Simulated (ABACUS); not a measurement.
# Band-structure run, with input and output: SiC

- system: SiC (F-43m, 2 atoms in the cell)
- method: Kohn-Sham DFT of a periodic cell, r2SCAN, SG15 ONCV 1.2 PBE, no spin polarisation (ABACUS 3.10.1)

The structure derives from an entry of the Crystallography Open Database. It belongs to a series of runs on one base structure; here: bands on the converged density.

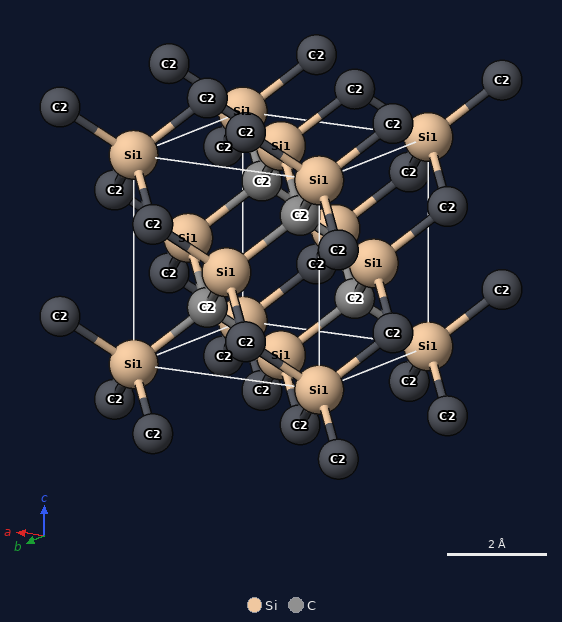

The structure as given in the input (ball-and-stick view of the cell 4 times as large as that of the calculation, set on its symmetry axes, seen at an oblique angle; neighbours outside the cell are drawn fainter; atoms are numbered from 1 in the order of the input). Near neighbours in the crystal (not all of them lie inside the picture): Si has 4 C at 1.89 Å; C has 4 Si at 1.89 Å.

Key numbers

```json
{"quantity": "outcome", "value": "converged"}
{"quantity": "space group (tolerance 0.01 Å)", "value": "F-43m (216)"}
{"quantity": "electrons treated", "value": "8"}
{"quantity": "Fermi energy of the self-consistent step", "value": "10.240 eV"}
{"quantity": "gap on the band path", "value": "1.72 eV"}
{"quantity": "hardware", "value": "4 threads of Intel Xeon (Sapphire Rapids), 64 GiB of memory available, shared host"}
{"quantity": "wall time", "value": "20 s (CPU time 82 s)"}
{"quantity": "peak memory", "value": "0.36 GiB"}
```

The input
```
INPUT_PARAMETERS
suffix              SiC
calculation         nscf
basis_type          pw
pseudo_dir          ./
symmetry            -1
dft_functional      MGGA_X_R2SCAN+MGGA_C_R2SCAN
ecutwfc             95.0
pseudo_rcut         10
nspin               1
nbands              14
ks_solver           dav
smearing_method     fd
smearing_sigma      0.00367493
scf_thr             1e-08
scf_nmax            100
mixing_type         broyden
mixing_beta         0.7
mixing_tau          1
init_chg            file
pw_diag_thr         1e-07
out_band            1
kpar                4
```

File STRU
```
ATOMIC_SPECIES
Si 28.0850 Si_ONCV_PBE-1.2.upf
C 12.0110 C_ONCV_PBE-1.2.upf

LATTICE_CONSTANT
1.8897261246

LATTICE_VECTORS
0.0000000000 2.1790000000 2.1790000000
2.1790000000 0.0000000000 2.1790000000
2.1790000000 2.1790000000 0.0000000000

ATOMIC_POSITIONS
Direct

Si
0.0
1
0.0000000000 0.0000000000 0.0000000000 1 1 1

C
0.0
1
0.7500000000 0.7500000000 0.7500000000 1 1 1
```

File KPT
```
K_POINTS
12
Line
0.00000000 0.00000000 0.00000000 10 // G
0.50000000 0.00000000 0.50000000 10 // X
0.50000000 0.25000000 0.75000000 10 // W
0.37500000 0.37500000 0.75000000 10 // K
0.00000000 0.00000000 0.00000000 10 // G
0.50000000 0.50000000 0.50000000 10 // L
0.62500000 0.25000000 0.62500000 10 // U
0.50000000 0.25000000 0.75000000 10 // W
0.50000000 0.50000000 0.50000000 10 // L
0.37500000 0.37500000 0.75000000 1 // K
0.62500000 0.25000000 0.62500000 10 // U
0.50000000 0.00000000 0.50000000 1 // X
```

Launched with:
```bash
OMP_NUM_THREADS=1 mpirun -np 4 abacus > log
```

Output
```
ABACUS v3.10.1

               Atomic-orbital Based Ab-initio Computation at UStc

 ------------------------------------------------------------------------------------

 READING GENERAL INFORMATION
                           global_out_dir = OUT.SiC/
                           global_in_card = INPUT
                               pseudo_dir = ./
                              orbital_dir =
                                    DSIZE = 4
                                    GSIZE = 1

 READING UNITCELL INFORMATION
                                    ntype = 2
                  lattice constant (Bohr) = 1.88973
              lattice constant (Angstrom) = 1

 READING ATOM TYPE 1
                               atom label = Si
                      L=0, number of zeta = 1
                      L=1, number of zeta = 1
                      L=2, number of zeta = 1
             number of atom for this type = 1

 READING ATOM TYPE 2
                               atom label = C
                      L=0, number of zeta = 1
                      L=1, number of zeta = 1
                      L=2, number of zeta = 1
             number of atom for this type = 1

                        TOTAL ATOM NUMBER = 2
DIRECT COORDINATES
    atom                   x                   y                   z     mag                  vx                  vy                  vz
taud_Si1            0.0000000000        0.0000000000        0.0000000000  0.0000        0.0000000000        0.0000000000        0.0000000000
taud_C1            0.7500000000        0.7500000000        0.7500000000  0.0000        0.0000000000        0.0000000000        0.0000000000

                          Volume (Bohr^3) = 139.636
                             Volume (A^3) = 20.6919

 Lattice vectors: (Cartesian coordinate: in unit of a_0)
                   +0              +2.179              +2.179
               +2.179                  +0              +2.179
               +2.179              +2.179                  +0
 Reciprocal vectors: (Cartesian coordinate: in unit of 2 pi/a_0)
            -0.229463           +0.229463           +0.229463
            +0.229463           -0.229463           +0.229463
            +0.229463           +0.229463           -0.229463
 The esolver type has been set to : ksdft_pw

                PAO radial cut off (Bohr) = 10

 Read in pseudopotential file is Si_ONCV_PBE-1.2.upf
                     pseudopotential type = NC
          exchange-correlation functional = PBE
                 nonlocal core correction = 0
                        valence electrons = 4
                                     lmax = 1
                           number of zeta = 0
                     number of projectors = 4
                           L of projector = 0
                           L of projector = 0
                           L of projector = 1
                           L of projector = 1
 XC functional updated to : MGGA_X_R2SCAN+MGGA_C_R2SCAN
          exchange-correlation functional = MGGA_X_R2SCAN+MGGA_C_R2SCAN
                PAO radial cut off (Bohr) = 10

 Read in pseudopotential file is C_ONCV_PBE-1.2.upf
                     pseudopotential type = NC
          exchange-correlation functional = PBE
                 nonlocal core correction = 0
                        valence electrons = 4
                                     lmax = 1
                           number of zeta = 0
                     number of projectors = 4
                           L of projector = 0
                           L of projector = 0
                           L of projector = 1
                           L of projector = 1
 XC functional updated to : MGGA_X_R2SCAN+MGGA_C_R2SCAN
          exchange-correlation functional = MGGA_X_R2SCAN+MGGA_C_R2SCAN
     initial pseudo atomic orbital number = 0

 SETUP THE ELECTRONS NUMBER
            electron number of element Si = 4
      total electron number of element Si = 4
             electron number of element C = 4
       total electron number of element C = 4
            AUTOSET number of electrons:  = 8
                           occupied bands = 4
                                   NBANDS = 14
                                   NLOCAL = 18

 SETUP THE PLANE WAVE BASIS
 energy cutoff for charge/potential (unit:Ry) = 380
            fft grid for charge/potential = [ 40, 40, 40 ]
                        fft grid division = [ 1, 1, 1 ]
        big fft grid for charge/potential = [ 40, 40, 40 ]
                                     nbxx = 64000
                                     nrxx = 64000

 SETUP PLANE WAVES FOR CHARGE/POTENTIAL
                    number of plane waves = 17477
                         number of sticks = 889

 PARALLEL PW FOR CHARGE/POTENTIAL
     PROC   COLUMNS(POT)             PW
        1            889          17477
 --------------- sum -------------------
        1            889          17477
                            number of |g| = 220
                                  max |g| = 34.3299
                                  min |g| = 0

----------- Double Check Mixing Parameters Begin ------------
mixing_type: broyden
mixing_beta: 0.7
mixing_gg0: 1
mixing_gg0_min: 0.1
mixing_ndim: 8
----------- Double Check Mixing Parameters End ------------

 SETUP K-POINTS
                                    nspin = 1
                                   nkstot = 102
K-POINTS DIRECT COORDINATES
 KPOINTS    DIRECT_X    DIRECT_Y    DIRECT_Z  WEIGHT
       1  0.00000000  0.00000000  0.00000000  1.0000
       2  0.05000000  0.00000000  0.05000000  1.0000
       3  0.10000000  0.00000000  0.10000000  1.0000
       4  0.15000000  0.00000000  0.15000000  1.0000
       5  0.20000000  0.00000000  0.20000000  1.0000
       6  0.25000000  0.00000000  0.25000000  1.0000
       7  0.30000000  0.00000000  0.30000000  1.0000
       8  0.35000000  0.00000000  0.35000000  1.0000
       9  0.40000000  0.00000000  0.40000000  1.0000
      10  0.45000000  0.00000000  0.45000000  1.0000
      11  0.50000000  0.00000000  0.50000000  1.0000
      12  0.50000000  0.02500000  0.52500000  1.0000
      13  0.50000000  0.05000000  0.55000000  1.0000
      14  0.50000000  0.07500000  0.57500000  1.0000
      15  0.50000000  0.10000000  0.60000000  1.0000
      16  0.50000000  0.12500000  0.62500000  1.0000
      17  0.50000000  0.15000000  0.65000000  1.0000
      18  0.50000000  0.17500000  0.67500000  1.0000
      19  0.50000000  0.20000000  0.70000000  1.0000
      20  0.50000000  0.22500000  0.72500000  1.0000
      21  0.50000000  0.25000000  0.75000000  1.0000
      22  0.48750000  0.26250000  0.75000000  1.0000
      23  0.47500000  0.27500000  0.75000000  1.0000
      24  0.46250000  0.28750000  0.75000000  1.0000
      25  0.45000000  0.30000000  0.75000000  1.0000
      26  0.43750000  0.31250000  0.75000000  1.0000
      27  0.42500000  0.32500000  0.75000000  1.0000
      28  0.41250000  0.33750000  0.75000000  1.0000
      29  0.40000000  0.35000000  0.75000000  1.0000
      30  0.38750000  0.36250000  0.75000000  1.0000
[... 72 further k points ...]

           k-point number in this process = 26
       minimum distributed K point number = 25

[... K-POINTS CARTESIAN COORDINATES: 26 rows ...]

[... K-POINTS DIRECT COORDINATES: 26 rows ...]

 SETUP PLANE WAVES FOR WAVE FUNCTIONS
     energy cutoff for wavefunc (unit:Ry) = 95
              fft grid for wave functions = [ 40, 40, 40 ]
                    number of plane waves = 2741
                         number of sticks = 253

 PARALLEL PW FOR WAVE FUNCTIONS
     PROC   COLUMNS(POT)             PW
        1            253           2741
 --------------- sum -------------------
        1            253           2741

 SETUP NONLOCAL PSEUDOPOTENTIALS IN PLANE WAVE BASIS
 Si non-local projectors:
 projector 1 L=0
 projector 2 L=0
 projector 3 L=1
 projector 4 L=1
 C non-local projectors:
 projector 1 L=0
 projector 2 L=0
 projector 3 L=1
 projector 4 L=1
      TOTAL NUMBER OF NONLOCAL PROJECTORS = 16

 Init Non-Local PseudoPotential table :
 Init Non-Local-Pseudopotential done.

                                     npwx = 2200

 -------------------------------------------
 NONSELF-CONSISTENT
 -------------------------------------------
                                 init_chg = file
 try to read charge from file
 Read in the charge density: OUT.SiC//SiC-CHARGE-DENSITY.restart
 try to read kinetic energy density from file
 Read in the kinetic energy density: OUT.SiC//SiC-TAU-DENSITY.restart

 PW ALGORITHM --------------- ION=   1  ELEC=   1--------------------------------
 k(1/102) Iter steps (avg)=13 threshold=1e-07
 k(2/102) Iter steps (avg)=13 threshold=1e-07
 k(3/102) Iter steps (avg)=12 threshold=1e-07
 k(4/102) Iter steps (avg)=12 threshold=1e-07
 k(5/102) Iter steps (avg)=12 threshold=1e-07
 k(6/102) Iter steps (avg)=13 threshold=1e-07
 k(7/102) Iter steps (avg)=15 threshold=1e-07
 k(8/102) Iter steps (avg)=19 threshold=1e-07
 k(9/102) Iter steps (avg)=21 threshold=1e-07
 k(10/102) Iter steps (avg)=17 threshold=1e-07
 k(11/102) Iter steps (avg)=16 threshold=1e-07
 k(12/102) Iter steps (avg)=16 threshold=1e-07
 k(13/102) Iter steps (avg)=17 threshold=1e-07
 k(14/102) Iter steps (avg)=17 threshold=1e-07
 k(15/102) Iter steps (avg)=20 threshold=1e-07
 k(16/102) Iter steps (avg)=22 threshold=1e-07
 k(17/102) Iter steps (avg)=23 threshold=1e-07
 k(18/102) Iter steps (avg)=22 threshold=1e-07
 k(19/102) Iter steps (avg)=23 threshold=1e-07
 k(20/102) Iter steps (avg)=22 threshold=1e-07
 k(21/102) Iter steps (avg)=21 threshold=1e-07
 k(22/102) Iter steps (avg)=22 threshold=1e-07
 k(23/102) Iter steps (avg)=23 threshold=1e-07
 k(24/102) Iter steps (avg)=22 threshold=1e-07
 k(25/102) Iter steps (avg)=19 threshold=1e-07
 k(26/102) Iter steps (avg)=20 threshold=1e-07
[... levels at 26 k points of this process ...]

 Density error is 0.00000000000
                          Error Threshold = 1.00000000000e-07
----------------------------------------------------------
     Energy           Rydberg                 eV
----------------------------------------------------------
 E_KohnSham     -19.3409468711       -263.1470821629
 E_KS(sigma->0) -19.3409468709       -263.1470821598
 E_Harris       -19.3409468711       -263.1470821629
 E_band         1.8077916928         24.5962678188
 E_one_elec     5.3163320849         72.3324088144
 E_Hartree      2.3693316836         32.2364113485
 E_xc           -6.0953888696        -82.9320201527
 E_Ewald        -20.9312217695       -284.7838821670
 E_entropy(-TS) -0.0000000004        -0.0000000061
 E_descf        0.0000000000         0.0000000000
 E_exx          0.0000000000         0.0000000000
 E_Fermi        0.7547992540         10.2695707002
----------------------------------------------------------

 charge density convergence is achieved
 final etot is -263.14708216 eV
 EFERMI = 10.269570700 eV

 STATE ENERGY(eV) AND OCCUPATIONS    NSPIN == 1
 1/26 kpoint (Cartesian) = 0.0000 0.0000 0.0000 (2133 pws)
       1       -6.93991      0.0196078
       2        9.38124      0.0196078
       3        9.38124      0.0196078
       4        9.38124      0.0196078
       5        15.9673    6.34402e-52
       6        17.1892    1.54518e-62
       7        17.1892    1.54518e-62
       8        17.1892    1.54518e-62
       9        24.6811        0.00000
      10        24.6811        0.00000
      11        26.9328        0.00000
      12        27.8244        0.00000
      13        27.8244        0.00000
      14        27.8244        0.00000

 2/26 kpoint (Cartesian) = 0.0000 0.022946 0.0000 (2149 pws)
       1       -6.87214      0.0196078
       2        9.15644      0.0196078
       3        9.24553      0.0196078
       4        9.24553      0.0196078
       5        16.1726    1.04458e-53
       6        17.0120    5.35602e-61
       7        17.3906    2.75189e-64
       8        17.3906    2.75189e-64
       9        23.7984        0.00000
      10        24.7594        0.00000
      11        27.1632        0.00000
      12        27.9598        0.00000
      13        27.9598        0.00000
      14        28.5835        0.00000

 3/26 kpoint (Cartesian) = 0.0000 0.045893 0.0000 (2153 pws)
       1       -6.66951      0.0196078
       2        8.56350      0.0196078
       3        8.88381      0.0196078
       4        8.88381      0.0196078
       5        16.3510    2.94920e-55
       6        16.8361    1.80285e-59
       7        17.9461    4.12204e-69
       8        17.9461    4.12204e-69
       9        22.2750        0.00000
      10        24.9939        0.00000
      11        27.9486        0.00000
      12        28.3658        0.00000
      13        28.3658        0.00000
      14        29.6722        0.00000

 4/26 kpoint (Cartesian) = 0.0000 0.068839 0.0000 (2169 pws)
       1       -6.33422      0.0196078
       2        7.74682      0.0196078
       3        8.39223      0.0196078
       4        8.39223      0.0196078
       5        15.6796    2.00338e-49
       6        17.1984    1.28572e-62
       7        18.7503    4.26425e-76
       8        18.7503    4.26425e-76
       9        21.1004        0.00000
      10        25.3832        0.00000
      11        29.0398        0.00000
      12        29.0398        0.00000
      13        29.1386        0.00000
      14        30.5732        0.00000

 5/26 kpoint (Cartesian) = 0.0000 0.091785 0.0000 (2181 pws)
       1       -5.87032      0.0196078
       2        6.80500      0.0196078
       3        7.85938      0.0196078
       4        7.85938      0.0196078
       5        14.8174    6.16687e-42
       6        16.9587    1.55465e-60
       7        19.7020    2.30860e-84
       8        19.7020    2.30860e-84
       9        20.9373        0.00000
      10        25.9248        0.00000
      11        29.9689        0.00000
      12        29.9689        0.00000
      13        30.5830        0.00000
      14        31.3815        0.00000

 6/26 kpoint (Cartesian) = 0.0000 0.11473 0.0000 (2181 pws)
       1       -5.28456      0.0196078
       2        5.78575      0.0196078
       3        7.34675      0.0196078
       4        7.34675      0.0196078
       5        13.8861    7.57641e-34
       6        16.2039    5.59106e-54
       7        20.7252        0.00000
       8        20.7252        0.00000
       9        21.6463        0.00000
      10        26.6137        0.00000
      11        31.1125        0.00000
      12        31.1125        0.00000
      13        31.9223        0.00000
      14        32.4281        0.00000

[... levels at 20 further k points ...]

 --------------------------------------------
 !FINAL_ETOT_IS -263.1470821628841 eV
 --------------------------------------------

 Output bands in file: OUT.SiC/BANDS_1.dat
```
